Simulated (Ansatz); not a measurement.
# From Si to Ge

System: Si (P6₃/mmc, 8 atoms in the cell).
Method of the first run: DFT r2SCAN, scalar-relativistic, plane waves, PAW, no spin polarisation (Ansatz 0.2.0).
System of the second run: Ge (P6₃/mmc, 8 atoms in the cell).

On the first run: The structure derives from a Materials Project entry. On the second run: The structure derives from a Materials Project entry. It belongs to a series of runs on one base structure; here: band edges sought over the zone. Text and figures count atoms from 1; the logs count them from 0 in places.

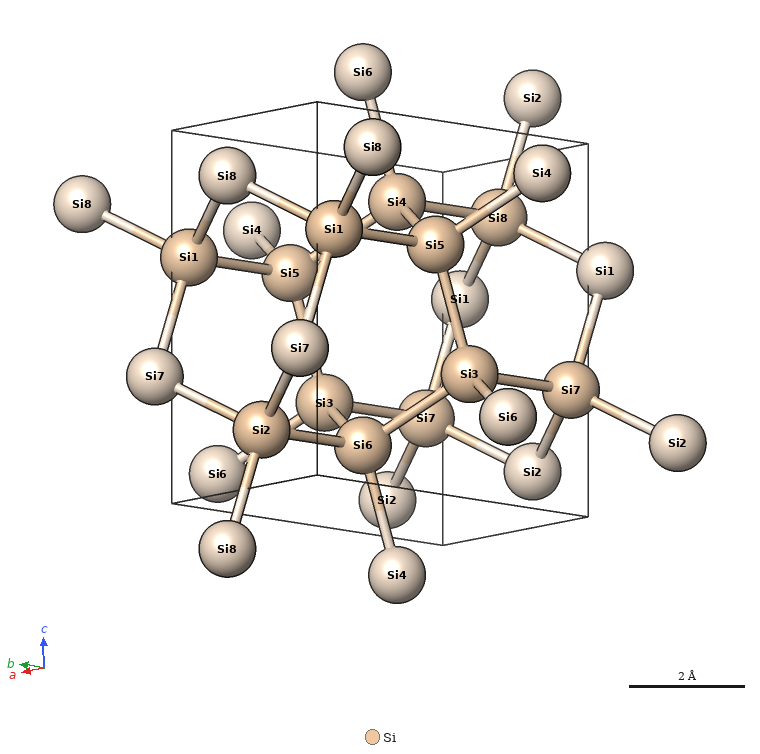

Figure 1. The structure (ball-and-stick view of the cell of the calculation, seen at an oblique angle; neighbours outside the cell are drawn fainter; atoms are numbered from 1 in the order of the input). An atom can appear more than once, as a periodic image.

## Input file, the first run
```yaml
crystal:
  lattice:
    - [-1.9159928947, -3.3185970407, 0.0]
    - [0.0, 0.0, -6.3427653862]
    - [5.7479786843, -3.3185970406, 0.0]
  atoms:
    - { symbol: Si, position: [0.0, 0.936921115, 0.6666666667] }
    - { symbol: Si, position: [0.5, 0.936921115, 0.1666666667] }
    - { symbol: Si, position: [0.0, 0.436921115, 0.3333333333] }
    - { symbol: Si, position: [0.5, 0.436921115, 0.8333333333] }
    - { symbol: Si, position: [0.0, 0.563078885, 0.6666666667] }
    - { symbol: Si, position: [0.5, 0.563078885, 0.1666666667] }
    - { symbol: Si, position: [0.0, 0.063078885, 0.3333333333] }
    - { symbol: Si, position: [0.5, 0.063078885, 0.8333333333] }
basis:
  ecutwfc: 500
kpoints:
  mp_grid: { grid: [10, 6, 6] }
  band_path: { path: [VBM, CBM], npoints: 2 }
hamiltonian:
  xc: r2scan
scf:
  occupations: { method: gaussian, width: 0.1 }
output:
  forces: true
  stress: true
  eigenvalues: true
checkpoint:
  read: start.run
  write: ck
  compress: false
  write_wavefunctions: false
  write_every: 100000
```

Command:
```bash
ansatz run input.yaml --threads 1 --pin off --max-ram 2560MiB --backend cpu --events-out ev --progress --plain --runs-dir out
```

Hardware: 1 thread of Intel Xeon (Granite Rapids), 32 GiB of memory available, shared host.

## Output, shortened to warnings, some set-up lines, iterations and results (the first run)
```
Basis set: ecut = 500 eV, 4071 PW (Γ), exchange–correlation on 120×192×200 points (64 copies of the dense FFT grid, shifted against one another)
Symmetry: 16 space group operations
k-points: 96 of 360
Initial density: read from a saved state, or passed on in memory by an earlier SCF of this step, an earlier step, the calling program or the single point that the run made first
[...]
SCF iter   1: F=—  HF=-5112.429292 eV  |F-HF|=—  |Δ(HF+E_count)|=         —  Δρ=2.83e-7  dr2=1.33e-10  dr2_τ=5.24e-12  ethr=3.96e-8  ⟨swp⟩=3.8  Hψ=20977  notcnv=0
SCF iter   2: F=-5112.429292 eV  HF=-5112.429292 eV  |F-HF|=1.55e-11  |Δ(HF+E_count)|=   1.17e-8  Δρ=7.81e-8  dr2=1.28e-11  dr2_τ=6.45e-13  ethr=1.00e-12  ⟨swp⟩=7.3  Hψ=9937  …
SCF 1 converged in 2 iterations: F = -5112.429292 eV  dr2 = 1.28e-11
NSCF: frozen V_eff on 64 k-points
NSCF: frozen V_eff on 64 k-points
NSCF: frozen V_eff on 64 k-points
NSCF: frozen V_eff on 64 k-points
NSCF: frozen V_eff on 41 k-points
NSCF: frozen V_eff on 16 k-points
NSCF: frozen V_eff on 14 k-points
NSCF: frozen V_eff on 14 k-points
NSCF: frozen V_eff on 14 k-points
NSCF: frozen V_eff on 7 k-points
NSCF: frozen V_eff on 3 k-points
SCF converged after 2 iterations
Free energy (F): -5112.429292 eV
Harris-Foulkes:  -5112.429292 eV  (|F-HF|=1.55e-11)
Internal energy: -5112.429292 eV  (E = F + TS)
E sigma→0 (E₀):  -5112.429292 eV
Entropy (-TS):   -0.000000 eV (-0.000 meV/atom)
Fermi energy:    6.651226 eV
--- Per-component energies (eV) ---
  E_band       = 25.783879
  E_kinetic    = 323.291909
  E_local      = -217.294893  (includes V_loc(G=0)·N_el)
  E_nonlocal   = 199.907408
  E_hartree    = 61.096304
  E_xc         = -412.029117
  E_vxc        = -397.939097  (∫ρ·V_xc dr)
  E_paw        = -4156.054748  (= ΣΔE_a)
  E_vpaw       = -19.947319  (= ΣTr[D̂ρ^β])
  E_aug_tail   = 0.000035  (compensation charges beyond the density's cutoff)
  E_vtau       = 15.573246  (kinetic-family band-sum trace: ∫τ·v_τ [+ j·A + Jᵃ·Aᵃ] dr)
  E_ewald      = -910.734727
  E_core_change = -0.611464  (= ΣΔE_core)
  E_smearing   = -0.000000  (= −TS)
  E_closure    = 0.000000  (closes the sum)
  Σ components = -5112.429292   (vs F -5112.429292, Δ=0.00e0)
--- Forces (eV/Å), atoms counted from 1 ---
  atom   1  Si     0.00004483    -0.00002588     0.00048674
  atom   2  Si     0.00004483    -0.00002588     0.00048674
  atom   3  Si    -0.00004483     0.00002588     0.00048674
  atom   4  Si    -0.00004483     0.00002588     0.00048674
  atom   5  Si     0.00004483    -0.00002588    -0.00048674
  atom   6  Si     0.00004483    -0.00002588    -0.00048674
  atom   7  Si    -0.00004483     0.00002588    -0.00048674
  atom   8  Si    -0.00004483     0.00002588    -0.00048674
  max |Σ_I F_I| component: 8.67e-18 eV/Å
--- Stress (GPa, compression-positive) ---
       -0.001648       0.003908      -0.000000
        0.003908       0.002865       0.000000
        0.000000       0.000000      -0.029581
  P = ⅓ Tr σ = -0.0095 GPa (-0.095 kbar)
```

For the second run the input was changed thus:
```diff
-    - [-1.9159928947, -3.3185970407, 0.0]
-    - [0.0, 0.0, -6.3427653862]
-    - [5.7479786843, -3.3185970406, 0.0]
+    - [-1.9978243506, -3.46033328, 0.0]
+    - [0.0, 0.0, -6.6027109594]
+    - [5.993473052, -3.4603332799, 0.0]
-    - { symbol: Si, position: [0.0, 0.936921115, 0.6666666667] }
-    - { symbol: Si, position: [0.5, 0.936921115, 0.1666666667] }
-    - { symbol: Si, position: [0.0, 0.436921115, 0.3333333333] }
-    - { symbol: Si, position: [0.5, 0.436921115, 0.8333333333] }
-    - { symbol: Si, position: [0.0, 0.563078885, 0.6666666667] }
-    - { symbol: Si, position: [0.5, 0.563078885, 0.1666666667] }
-    - { symbol: Si, position: [0.0, 0.063078885, 0.3333333333] }
-    - { symbol: Si, position: [0.5, 0.063078885, 0.8333333333] }
+    - { symbol: Ge, position: [0.0, 0.937018566, 0.6666666667] }
+    - { symbol: Ge, position: [0.5, 0.937018566, 0.1666666667] }
+    - { symbol: Ge, position: [0.0, 0.437018566, 0.3333333333] }
+    - { symbol: Ge, position: [0.5, 0.437018566, 0.8333333333] }
+    - { symbol: Ge, position: [0.0, 0.562981434, 0.6666666667] }
+    - { symbol: Ge, position: [0.5, 0.562981434, 0.1666666667] }
+    - { symbol: Ge, position: [0.0, 0.062981434, 0.3333333333] }
+    - { symbol: Ge, position: [0.5, 0.062981434, 0.8333333333] }
```

How does the second run compare with the first run?

The total energies belong to different systems, so their difference says nothing on which is more stable or more accurate. The gap on the mesh goes from 0.61 to 0.10 eV. The volume per atom goes from 20.16 to 22.82 Å³. The plane waves at Γ go from 4071 to 4627. On the same kind of shared host the second run took about 2.7 times as long.

## Output, shortened to warnings, some set-up lines, iterations and results (the second run)
```
Basis set: ecut = 500 eV, 4627 PW (Γ), exchange–correlation on 120×200×216 points (64 copies of the dense FFT grid, shifted against one another)
Symmetry: 16 space group operations
k-points: 96 of 360
Initial density: read from a saved state, or passed on in memory by an earlier SCF of this step, an earlier step, the calling program or the single point that the run made first
[...]
SCF iter   1: F=—  HF=-34423.113250 eV  |F-HF|=—  |Δ(HF+E_count)|=         —  Δρ=1.61e-6  dr2=1.61e-9  dr2_τ=5.44e-11  ethr=1.57e-7  ⟨swp⟩=2.1  Hψ=36557  notcnv=0
SCF iter   2: F=—  HF=-34423.113231 eV  |F-HF|=—  |Δ(HF+E_count)|=   1.91e-5  Δρ=7.75e-7  dr2=4.70e-10  dr2_τ=2.91e-11  ethr=1.44e-12  ⟨swp⟩=6.8  Hψ=27225  notcnv=0
SCF iter   3: F=-34423.113231 eV  HF=-34423.113231 eV  |F-HF|=2.40e-10  |Δ(HF+E_count)|=  6.69e-10  Δρ=3.50e-7  dr2=1.02e-10  dr2_τ=3.43e-12  ethr=1.00e-12  ⟨swp⟩=1.0  …
SCF 1 converged in 3 iterations: F = -34423.113231 eV  dr2 = 1.02e-10
NSCF: frozen V_eff on 64 k-points
NSCF: frozen V_eff on 64 k-points
NSCF: frozen V_eff on 64 k-points
NSCF: frozen V_eff on 64 k-points
NSCF: frozen V_eff on 32 k-points
NSCF: frozen V_eff on 26 k-points
NSCF: frozen V_eff on 51 k-points
NSCF: frozen V_eff on 22 k-points
NSCF: frozen V_eff on 7 k-points
NSCF: frozen V_eff on 7 k-points
NSCF: frozen V_eff on 7 k-points
NSCF: frozen V_eff on 3 k-points
SCF converged after 3 iterations
Free energy (F): -34423.113231 eV
Harris-Foulkes:  -34423.113231 eV  (|F-HF|=2.40e-10)
Internal energy: -34423.112811 eV  (E = F + TS)
E sigma→0 (E₀):  -34423.113021 eV
Entropy (-TS):   -0.000420 eV (-0.053 meV/atom)
Fermi energy:    8.513552 eV
--- Per-component energies (eV) ---
  E_band       = -1281.327264
  E_kinetic    = 888.008182
  E_local      = -19851.475843  (includes V_loc(G=0)·N_el)
  E_nonlocal   = 3360.189810
  E_hartree    = 8720.171883
  E_xc         = -552.713982
  E_vxc        = -543.105430  (∫ρ·V_xc dr)
  E_paw        = -16273.362574  (= ΣΔE_a)
  E_vpaw       = -2605.775650  (= ΣTr[D̂ρ^β])
  E_aug_tail   = 0.000132  (compensation charges beyond the density's cutoff)
  E_vtau       = 30.489257  (kinetic-family band-sum trace: ∫τ·v_τ [+ j·A + Jᵃ·Aᵃ] dr)
  E_ewald      = -10705.244293
  E_core_change = -8.686126  (= ΣΔE_core)
  E_smearing   = -0.000420  (= −TS)
  E_closure    = 0.000000  (closes the sum)
  Σ components = -34423.113231   (vs F -34423.113231, Δ=0.00e0)
--- Forces (eV/Å), atoms counted from 1 ---
  atom   1  Ge     0.00012047    -0.00006956    -0.00134966
  atom   2  Ge     0.00012047    -0.00006956    -0.00134966
  atom   3  Ge    -0.00012047     0.00006956    -0.00134966
  atom   4  Ge    -0.00012047     0.00006956    -0.00134966
  atom   5  Ge     0.00012047    -0.00006956     0.00134966
  atom   6  Ge     0.00012047    -0.00006956     0.00134966
  atom   7  Ge    -0.00012047     0.00006956     0.00134966
  atom   8  Ge    -0.00012047     0.00006956     0.00134966
  max |Σ_I F_I| component: 1.29e-17 eV/Å
--- Stress (GPa, compression-positive) ---
       -0.000482       0.006550       0.000000
        0.006550       0.007081       0.000000
        0.000000       0.000000      -0.019024
  P = ⅓ Tr σ = -0.0041 GPa (-0.041 kbar)
```

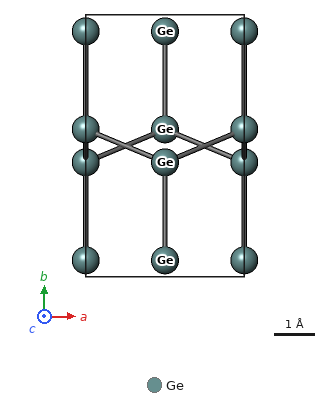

Figure 2. The input structure of the second run (ball-and-stick view of the cell of the calculation, along the c axis). An atom can appear more than once, as a periodic image.

## The two runs side by side

```csv
quantity,the first run,the second run
outcome,converged,converged
free energy per atom (eV),−639.0537,−4302.8892
gap on the mesh (eV),0.61,0.10
pressure (GPa),−0.01,0.00
volume per atom (Å³),20.16,22.82
largest force (eV/Å),0.000,0.001
irreducible k-points,96,96
plane waves at Γ,4071,4627
wall time (shared host),54 s,2.4 min
```
